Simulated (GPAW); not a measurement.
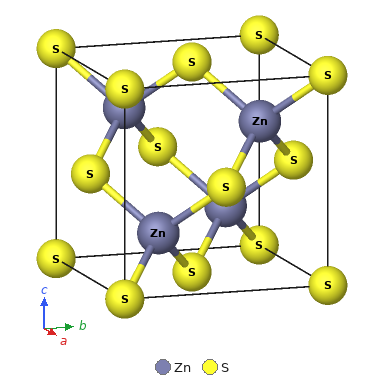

System: ZnS, space group F-43m (No. 216). The picture shows the conventional cell.

The given structure:
```yaml
crystal:
  lattice:
    - [0.00000, 2.70200, 2.70200]
    - [2.70200, 0.00000, 2.70200]
    - [2.70200, 2.70200, 0.00000]
  atoms:
    - { symbol: Zn, position: [0.25000, 0.25000, 0.25000] }
    - { symbol: S, position: [0.00000, 0.00000, 0.00000] }
```

Computed with GPAW 26.7.0: PAW DFT in plane waves, on a grid or in atomic orbitals, no spin polarisation; energies at scaled volumes of the given cell, shape and fractions fixed, counted from the fit's minimum, third-order Birch-Murnaghan fit. Level: PBE.

```csv
setting,value
k mesh,7×7×7
occupations,Fermi–Dirac
smearing width,0.05 eV
potentials,SG15 ONCV 1.2
wave cutoff,1100 eV
program settings,basis pw
```

What does the calculation give for the energy and pressure against volume? The volume takes the values 18.54, 18.94, 19.33, 19.73, 20.12, 20.52, 20.91 Å³/atom.

A third-order Birch–Murnaghan fit gives V0 = 20.23 Å³/atom, B0 = 68.4 GPa and B′ = 4.9. The energy is 35.33 meV/atom at volume 18.54 Å³/atom and 4.59 meV/atom at 20.91 Å³/atom; the lowest computed point is at volume 20.12 Å³/atom (0.08 meV/atom). The pressure falls from 7.20 GPa at volume 18.54 Å³/atom to −2.21 GPa at 20.91 Å³/atom, and changes sign near 20.20 Å³/atom.

| volume (Å³/atom) | energy (meV/atom) | pressure (GPa) |
| --- | --- | --- |
| 18.54 | 35.33 | 7.20 |
| 18.94 | 19.92 | 5.18 |
| 19.33 | 9.22 | 3.37 |
| 19.73 | 2.65 | 1.74 |
| 20.12 | 0.08 | 0.27 |
| 20.52 | 0.99 | −1.05 |
| 20.91 | 4.59 | −2.21 |

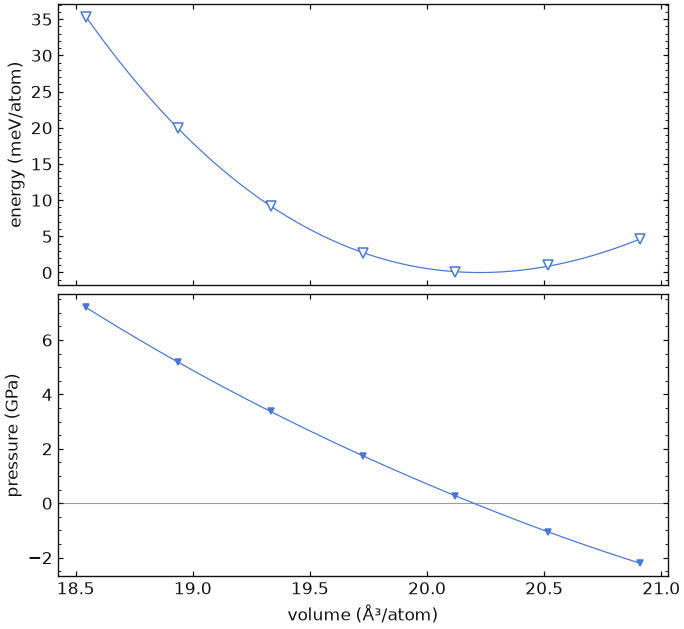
